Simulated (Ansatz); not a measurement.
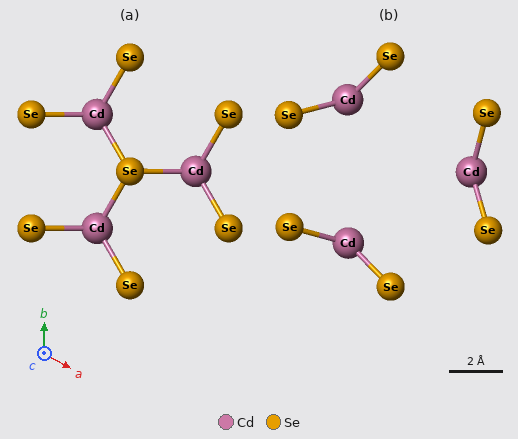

Left: perfect CdSe. Right: the same region with one point defect, after relaxing the atoms in a supercell of 96 sites. The picture is a ball-and-stick view of the atoms within 4.6 Å of one point, in a slice 5.0 Å thick across the line of sight, seen along the c axis.

Method: DFT, PBEsol, PAW, plane waves (Ansatz 0.2.0). (plane-wave cutoff 420 eV; k-point mesh 1 × 1 × 1; mesh shifted by (0.25, 0.25, 0.25); collinear spin) Fermi-Dirac smearing of 0.01 eV. A uniform background neutralises the charged cell. The axes drawn are those of the host's conventional cell.

Question: Which defect is it?

Answer: A selenium atom is taken out (a vacancy).

The charge state of the cell is +1.

Question: How does the lattice respond?

Answer: Around the empty Se site the host had 4 Cd at 2.63 Å; after relaxation the nearest atoms are 4 Cd at 3.30 to 3.37 Å. Of the host's atoms, a cadmium atom moves furthest from its site, by 0.74 Å. The cell ends without a net magnetic moment.

Limits of the set-up: the cell is charged, on a uniform background, and energies carry no finite-size correction.
